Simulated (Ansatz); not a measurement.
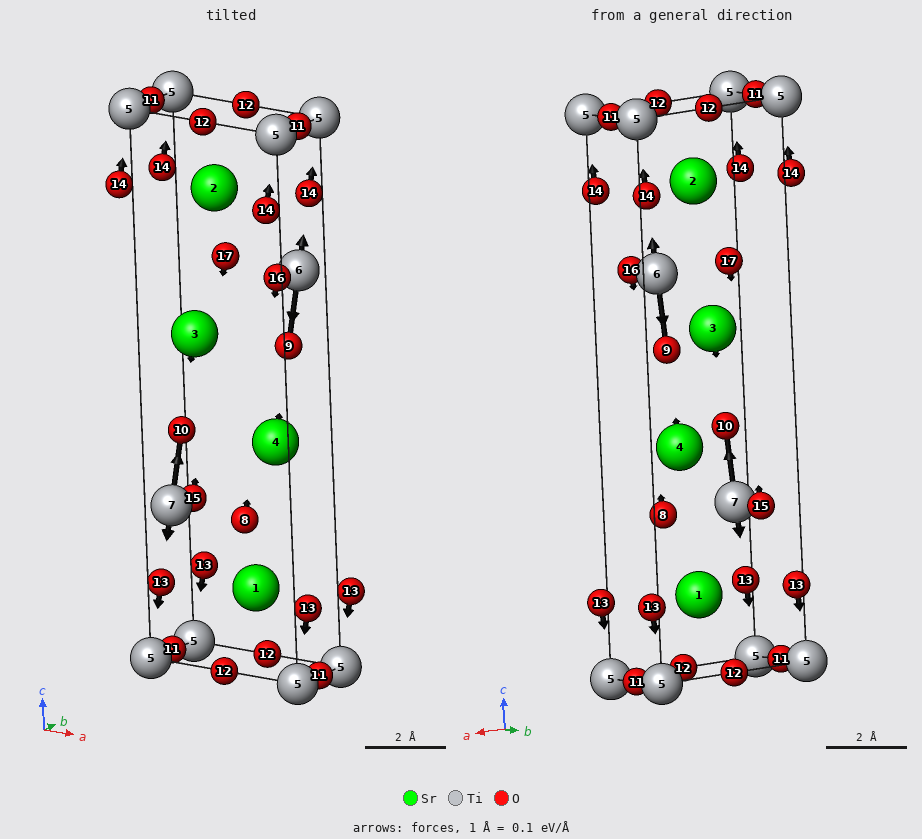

This spheres-only model is shown slightly off an axis and from a general direction. Lines trace the edges of the cell (the run's own, in a reduced setting). The arrows are the computed forces on the atoms.

System: Sr₄Ti₃O₁₀. Level of theory: DFT, PBE0, plane waves, PAW (Ansatz 0.2.0). Settings were a cutoff energy of 420 eV, k-points about 0.38 Å⁻¹ apart, no spin polarisation.

### Would an optimiser stop at this geometry?

No. The atoms still feel forces of up to about 0.26 eV/Å, far above a usual threshold of 0.01 to 0.03 eV/Å.

### Which atom is furthest from force balance?

O9 and O10, about 0.26 eV/Å.

Starting structure: a structure listed in the Materials Project. Earlier steps of the study may have refined or changed the cell and positions. A calculation with Ansatz used it as input.
